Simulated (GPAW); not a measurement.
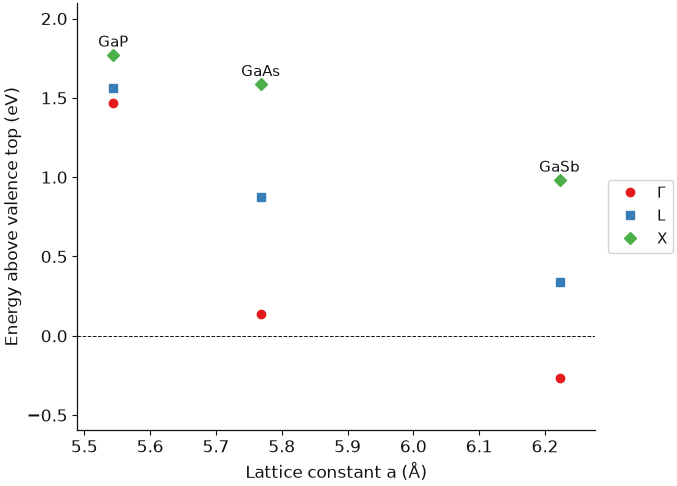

Lowest conduction level at each named k point, counted from the valence-band top at Γ, for three zincblende crystals against the lattice constant, each in the cell that this method relaxed. A negative value at Γ means that the s-like level, then filled, lies under the p-like triplet: the bands are inverted and there is no gap. All by GPAW with PBE, without spin-orbit coupling, no moments; potentials: GPAW PAW data sets (gpaw-data 1.2.1).

### How does the value at Γ change from P to Sb?

GaP 1.47, GaAs 0.14 and GaSb −0.27 eV: it falls at each step to the heavier element.

```csv
compound,a (Å),k mesh,Γ (eV),L (eV),X (eV)
GaP,5.544,8×8×8,1.47,1.56,1.77
GaAs,5.768,8×8×8,0.14,0.88,1.59
GaSb,6.222,8×8×8,−0.27,0.34,0.98
```

Later steps reuse the first step's grids. Spin-orbit coupling is left out, which matters for Sb and As. LDA, GGA and most meta-GGA functionals understate gaps. GaP and GaAs: the potentials hold the d shell of Ga in the core, which widens gaps. GaP: measured GaP has its conduction bottom near X; the order of its valleys hangs on the functional and the volume. Measured GaSb has a positive gap at its own volume; this functional understates it.
